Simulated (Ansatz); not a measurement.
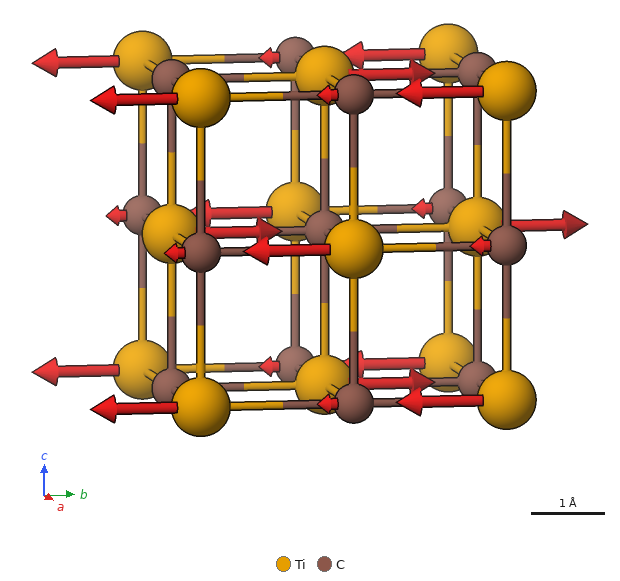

The lowest mode of solid TiC, space group Fm-3m (No. 225), at the zone centre of a doubled cell. The red arrows give the relative displacements of the atoms. Style: ball-and-stick. Shown: the conventional cell (2 times the calculation's cell), slightly off an axis. Lengths and directions refer to the drawn axes.

All numbers below come from Ansatz, DFT PBEsol, scalar-relativistic, plane waves, PAW.

Input
```yaml
crystal:
  lattice:
    - [0.0, -2.1466854843, -2.1466854843]
    - [0.0, 2.1466854843, -2.1466854843]
    - [4.2933709686, 0.0, 0.0]
  atoms:
    - { symbol: Ti, position: [0.5, 0.5, 0.5] }
    - { symbol: Ti, position: [0.0, 0.0, 0.0] }
    - { symbol: C, position: [0.5, 0.5, 0.0] }
    - { symbol: C, position: [0.0, 0.0, 0.5] }
basis:
  ecutwfc: 420
kpoints:
  mp_grid: { grid: [20, 20, 14] }
hamiltonian:
  xc: pbesol
scf:
  occupations: { method: gaussian, width: 0.15 }
output:
  eigenvalues: true
phonons:
  method: fd
  supercell: [1, 1, 1]
  amplitude: 0.02
  eigenvectors: true
  dielectric: false
```

Launched with:
```bash
ansatz run input.yaml --threads 2 --pin off --max-ram 5120MiB --backend cpu --events-out ev --progress --plain --runs-dir out
```

**Is this crystal at a minimum with respect to the drawn distortion?**

Yes: this softest mode has a real frequency, and so have all others here. That speaks for this wave vector alone: the rest of the zone wasn't checked in this run. This is a doubly degenerate mode (one member of the set is drawn) at 36.8 meV, the lowest level (the three translations aside). All motion is along b; atoms of one kind move against one another, with no net shift of any sublattice; the kinetic energy is shared as Ti 99 %, C 1 %. It changes sign from one half of the doubled cell to the other: it belongs to the zone boundary, q = (0, 1/2, 1/2) in the reciprocal vectors of the undoubled cell.
